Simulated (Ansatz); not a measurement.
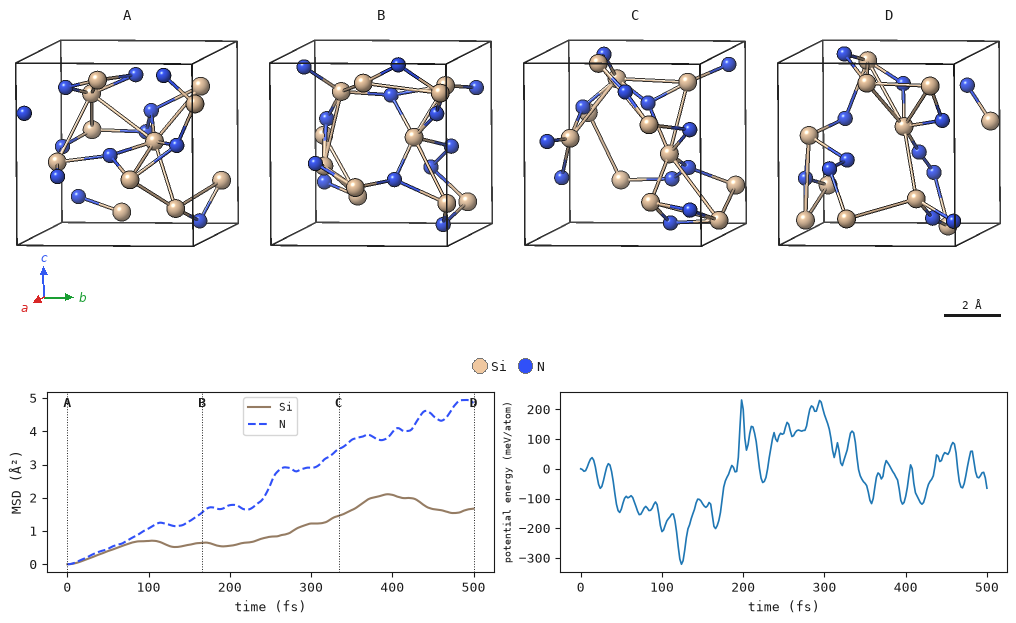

A Born-Oppenheimer molecular dynamics run of an amorphous cell of composition Si11N12 (23 atoms in the cell), 500 fs long. Frames (A at 0 fs, B at 166 fs, C at 334 fs, D at 500 fs) and the history of the run. A ball-and-stick model of the simulation cell, seen slightly off an axis. Atoms that leave the cell re-enter on the other side. Bonds to atoms that aren't drawn are left out.

Level of theory: DFT PBE, scalar-relativistic, plane waves, PAW in Ansatz. Settings: plane-wave cutoff 420 eV; k-point mesh 1 × 1 × 1; Fermi-Dirac smearing 0.345 eV; set temperature 4000 K; time step 2 fs.

**Describe the run.**

In the second half of the run the atoms are, in the root-mean-square, this far from where they began (common drift taken out): N 1.94 Å, Si 1.25 Å. That is a large part of the typical shortest distance between atoms in the first frame, about 1.7 Å and still growing: the atoms leave their places as in a liquid. Bond changes: 33 N–Si bonds break between 14 fs and 478 fs; 22 Si–Si bonds break between 38 fs and 498 fs; 31 N–Si bonds form between 46 fs and 500 fs; 19 Si–Si bonds form between 60 fs and 494 fs; 3 Si–Si contacts open and close in turn. The mean temperature in the second half is 4346 K (standard deviation 718 K). The potential energy in the second half lies on average 30.7 meV per atom above the first frame. The mean pressure there is 8.4 GPa.

Limits of the set-up: the periodic images lie only 6.4 Å apart, so the values are limited by the cell's size.

Cost: 4.9 min on 2 threads of Arm Neoverse V2, with other jobs on the host, peak memory 0.41 GiB.
